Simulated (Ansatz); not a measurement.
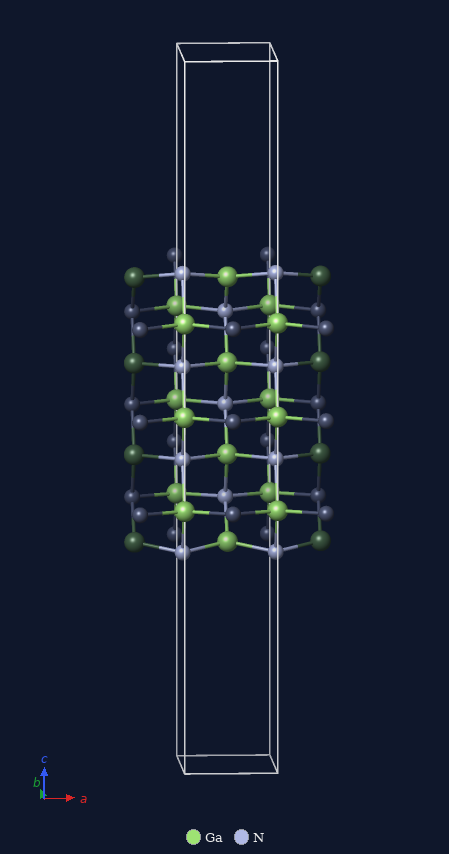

Shown here is a ball-and-stick view of the crystal, taken from the side at a slight tilt. The simulation cell is drawn as a box. Outside the box, the atoms bonded to those within are drawn, in fainter colours.

GaN, a = 3.18 Å, b = 4.50 Å, c = 24.54 Å, α = 90.00°, β = 90.00°, γ = 90.00°.

Calculation details: DFT PBEsol, scalar-relativistic, plane waves, PAW in Ansatz 0.2.0; plane-wave cutoff 420 eV, an 8×6×1 mesh of k-points, Gaussian smearing of 0.05 eV, no spin polarisation.

Is it conducting or gapped at this level?

A semiconductor at this level, with a gap of 1.56 eV on the k-mesh (the true edges may lie between mesh points, so the gap can be somewhat smaller).

The cell started as a structure listed in the Materials Project, from which a slab was cut. The atoms were relaxed in a fixed cell with DFT PBEsol, scalar-relativistic, plane waves, PAW in Ansatz.
